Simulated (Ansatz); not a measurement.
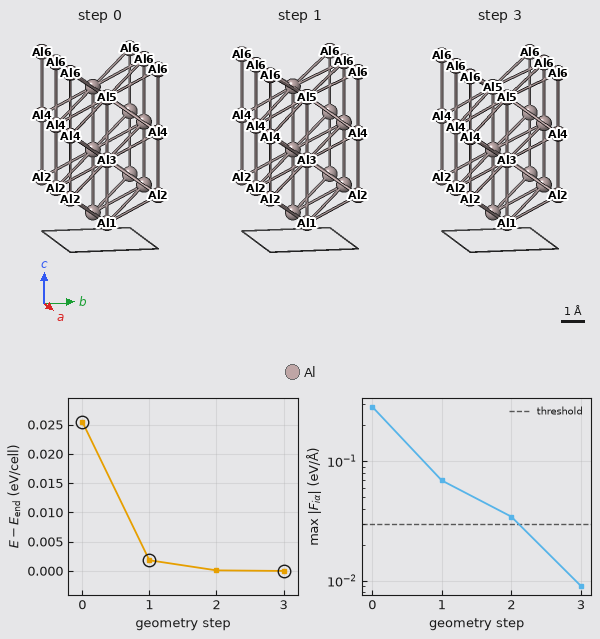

Frames of a constrained relaxation of a slab of composition Al (cut from the Fm-3m phase), marked on the history of the run. Style: ball-and-stick. Shown: the 2 × 1 repeat of the cell, outlined in the plane, without the vacuum, slightly off an axis.

Case: clean slab, lower half held. The slab is the (1 1 0) face of Al. 3 atoms are held fixed.

Method: Ansatz 0.2.0, DFT PBEsol, scalar-relativistic, plane waves, PAW. Set-up: plane-wave cutoff 420 eV; k-point mesh 10 × 7 × 1; occupations gaussian; smearing width 0.1 eV; no spin polarisation; dipole correction; atoms relaxed in a fixed cell; force threshold 0.03 eV/Å; at most 70 steps.

What happens along the run?

Answer. The largest move is that of Al6, 0.16 Å along the normal (−c). The lattice vectors keep their values. Among the contacts that change: Al4–Al6 2.839 → 2.743 Å, Al5–Al6 2.839 → 2.763 Å, Al2–Al4 2.839 → 2.772 Å, Al3–Al4 2.839 → 2.807 Å. Over 3 geometry steps the energy falls by 25.5 meV per cell of the calculation. The largest force component goes from 0.29 to 0.0091 eV/Å. From step 0 to 1: Al6 moves most (0.11 Å), energy −23.7 meV per cell of the calculation. From step 1 to 3: Al6 moves most (0.05 Å), energy −1.8 meV per cell of the calculation.

```
step  E − E(0), meV/atom  largest force component, eV/Å
   0                0.00                         0.2857
   1               -3.95                         0.0691
   2               -4.24                         0.0344
   3               -4.25                         0.0091
```
